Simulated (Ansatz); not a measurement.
# Hf: what the electrons do

Space group Fm-3m; the calculation finds a residual pressure of about 3 GPa at this fixed cell. This isn't the usual form at ambient conditions.

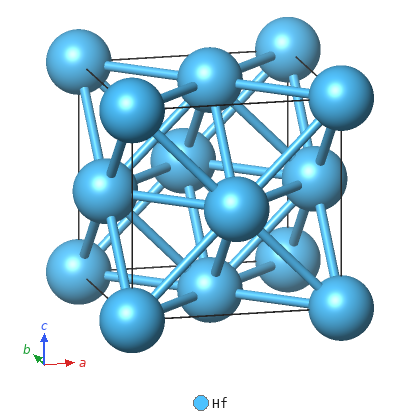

The conventional cell.

The calculation's input:

```
crystal:
  lattice:
    - [0.0, 2.22, 2.22]
    - [2.22, 0.0, 2.22]
    - [2.22, 2.22, 0.0]
  atoms:
    - { symbol: Hf, position: [0.0, 0.0, 0.0] }
basis:
  ecutwfc: 420
  fft_grid_basis: typed
kpoints:
  mp_grid: { grid: [14, 14, 14] }
hamiltonian:
  xc: pbe
  pseudopotentials: { kind: paw }
scf:
  occupations: { method: gaussian, width: 0.05 }
output:
  forces: true
  stress: true
  eigenvalues: true
  bader: true
  write_density: true
  volumetric_format: npy
  elf: true
```

Command:

```sh
ansatz run input.yaml --threads 1 --pin off --max-ram 2560MiB --backend cpu --events-out ev --progress --plain --runs-dir out
```

The picture shows the conventional cell (a = 4.44 Å, b = 4.44 Å, c = 4.44 Å, α = 90.00°, β = 90.00°, γ = 90.00°).

Theory: DFT PBE, scalar-relativistic, plane waves, PAW (Ansatz 0.2.0).

Core electrons are frozen (PAW), so the maps are meaningful between the atoms, not at the nuclei.

### 1. Bonding charge

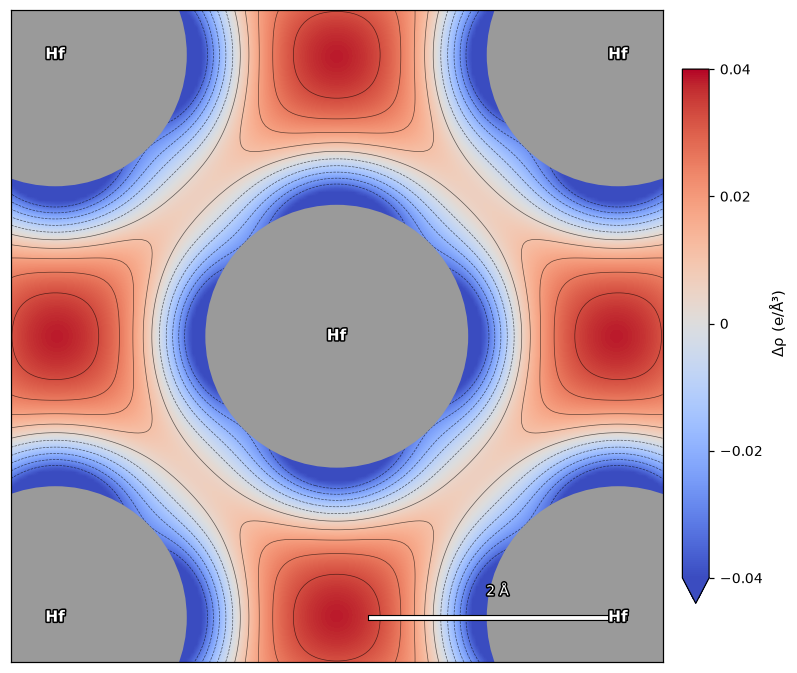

Deformation density (self-consistent density less superposed neutral spherical atoms): a map on the (100) plane of the conventional cell, with grey discs over the atomic cores. Cores are masked to 1.0 Å (Hf).

**What does the deformation density say about the bonding?**

Hf–Hf (3.14 Å): Δρ is +0.006 e/Å³ at the midpoint. Over the whole cell, outside the masked cores, the largest gain, 0.05 e/Å³, lies 1.9 Å from a hafnium nucleus, and the largest loss lies at the edge of the masked core of Hf. In all about 0.22 e an atom is rearranged against the free atoms.

### 2. States by energy

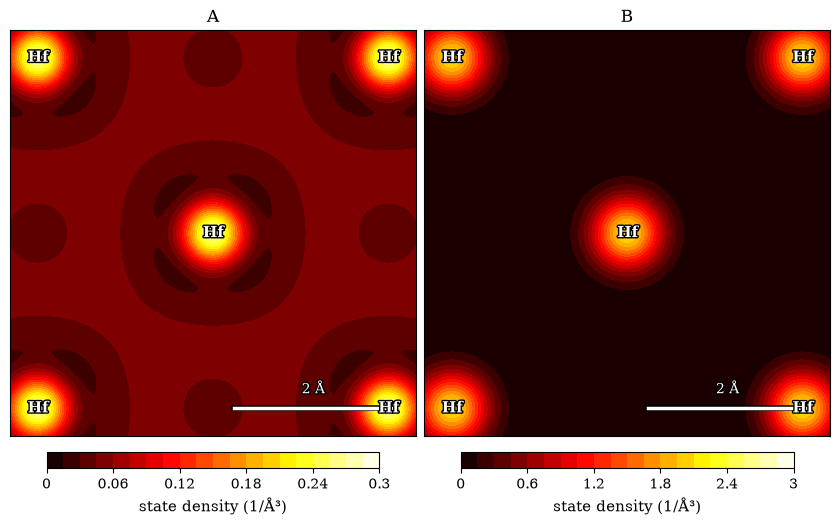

Hf: densities of the states in two energy windows, on the (010) plane of the conventional cell.

**The windows, about the Fermi level, are −11.64 to −11.48 eV and −4.8 to −2.4 eV. Which panel shows which?**

Panel A: −4.8 to −2.4 eV, the middle third of the occupied valence band, mainly Hf 5d (60 %) and Hf 6s (35 %).
Panel B: −11.64 to −11.48 eV, a separate group of bands, mainly Hf 4f (over 95 %).
The characters are Löwdin shares on a minimal set of atomic orbitals.

### 3. Change of volume

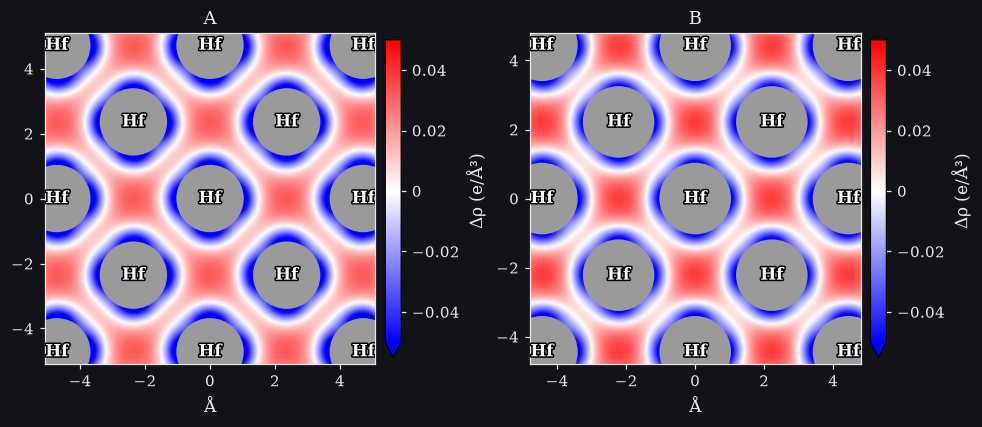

Hf: deformation density on the (100) plane of the conventional cell at two volumes, with the same fractional coordinates and one colour scale. Grey discs cover the cores.

**How do the two volumes compare, and how does the bonding charge respond?**

A is the larger cell: A has 120 % of the volume of B. From B to A, Hf–Hf goes from 3.14 to 3.34 Å, and Δρ at its midpoint from +0.006 to +0.011 e/Å³. The pressure is 3 GPa in B and −12 GPa in A. The rearranged charge is 0.22 e an atom in B and 0.28 e in A.

### 4. Putting it together

The two pressures give a mean stiffness −ΔP/Δln V of about 83 GPa over this range, with the atoms held at their fractional positions.
